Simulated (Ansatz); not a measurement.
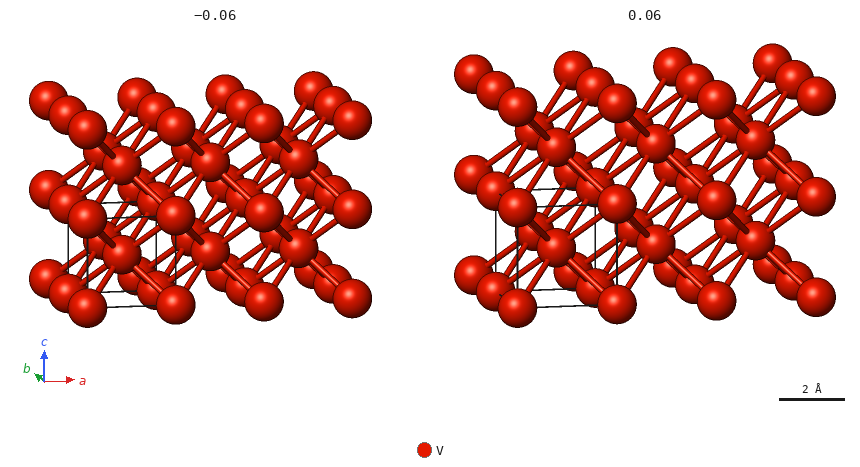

A crystal of V (set up in Im-3m), under equal strain along all axes (cell held, atoms fixed by symmetry), with energies (extrapolated to zero smearing) counted from the relaxed crystal, which is the row at zero. The picture shows the first and the last member. The picture is a ball-and-stick view of the cell of the calculation, repeated 3 × 2 × 2 with one cell outlined, seen slightly off an axis.

Computed with Ansatz 0.2.0: DFT PBE, scalar-relativistic, plane waves, PAW. Set-up: plane-wave cutoff 420 eV; k-point mesh 18 × 18 × 18; occupations gaussian; smearing width 0.1 eV; no spin polarisation.

```
strain  energy (meV/atom)  a (Å)
 −0.06             292.06  2.817
 −0.04             122.65  2.877
 −0.02                  ?      ?
   0.0               0.00  2.997
  0.02              26.66  3.057
  0.04             100.04  3.117
  0.06             212.03  3.177
```

> One row is withheld. What does the calculation give there?

A parabola through three neighbouring rows (−0.06, −0.04, 0.0) gives, with Lagrange weights, (−0.3333)(292.06) + (1.0000)(122.65) + (0.3333)(0.00) = 25.31 meV/atom. The calculation gives 28.89 meV/atom (a = 2.937 Å). The estimate is 3.58 meV/atom too low. From the first member to the last: V–V 2.817 → 3.177 Å, V–V 2.440 → 2.751 Å.

The whole series:

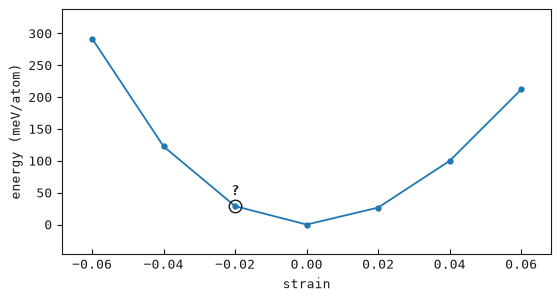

Each member starts from this one structure; whether another phase lies lower wasn't checked.
